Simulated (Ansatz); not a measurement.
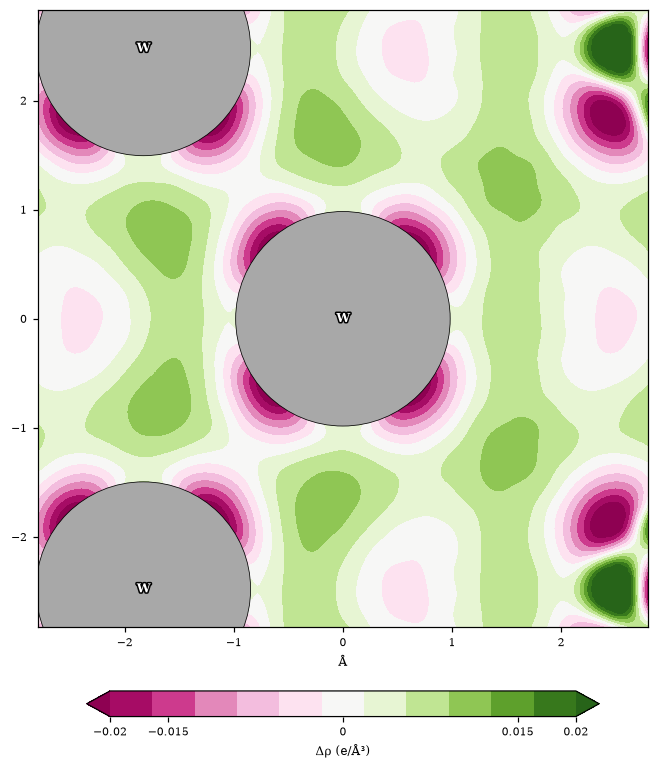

W. Difference of the valence pseudo-densities of two functionals at the same geometry, on the (100) plane of the calculation cell: one of LDA and r2SCAN less the other.

Both computed with Ansatz (plane waves, PAW), on the same k-point mesh. Grey discs cover the atomic cores.

Which was subtracted from which, and what does the map show?

Answer. It is r2SCAN less LDA. Against LDA, r2SCAN gives less density around W (−0.007 e/Å³ on average at 1.1 Å from the nucleus).
